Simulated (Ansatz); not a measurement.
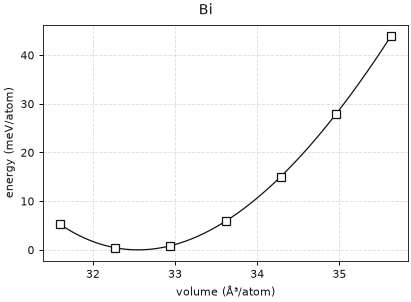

The figure shows the energy against volume for Bi, space group P2/m (No. 10).

Structure:
```cif
data_structure
_symmetry_space_group_name_H-M 'P 1'
_symmetry_Int_Tables_number 1
_cell_length_a 3.2384
_cell_length_b 3.2216
_cell_length_c 6.4444
_cell_angle_alpha 90.000
_cell_angle_beta 90.715
_cell_angle_gamma 90.000
_cell_volume 67.23
loop_
_atom_site_label
_atom_site_type_symbol
_atom_site_fract_x
_atom_site_fract_y
_atom_site_fract_z
_atom_site_occupancy
Bi1 Bi 0.54425 0.00000 0.74958 1
Bi2 Bi 0.45575 0.00000 0.25042 1
```

Calculation (Ansatz 0.2.0): all-electron LAPW DFT, no spin polarisation; energies at scaled volumes of the given cell, shape and fractions fixed, counted from the fit's minimum, third-order Birch-Murnaghan fit. Level: LDA.

- k mesh: 8×8×4
- occupations: Fermi–Dirac
- smearing width: 0.05 eV
- potentials: all electron LAPW, scalar relativistic
- program settings: basis error eV/atom 0.001

This calculation gives: equilibrium volume 32.55 Å³/atom and bulk modulus 57.4 GPa.

Now the level changes from LDA to PBEsol. The second calculation uses k mesh 8×8×4. What happens?

The equilibrium volume rises from 32.55 to 33.34 Å³/atom (+2.4 %) and the bulk modulus falls from 57.4 to 53.8 GPa (−6.3 %).

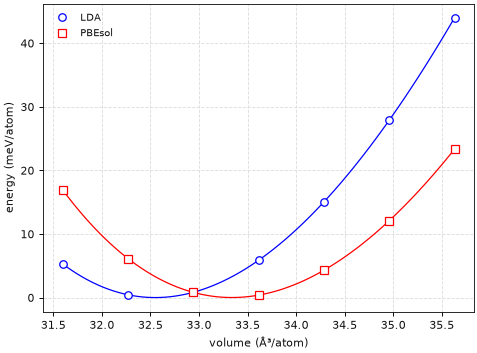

The two results together.

For both, limits of the calculation: spin-orbit coupling left out, heavy elements; shape and atomic fractions are frozen while scaling, which makes layered, chain and framework solids too stiff.

V0 and the bulk modulus come from third-order Birch–Murnaghan fits.
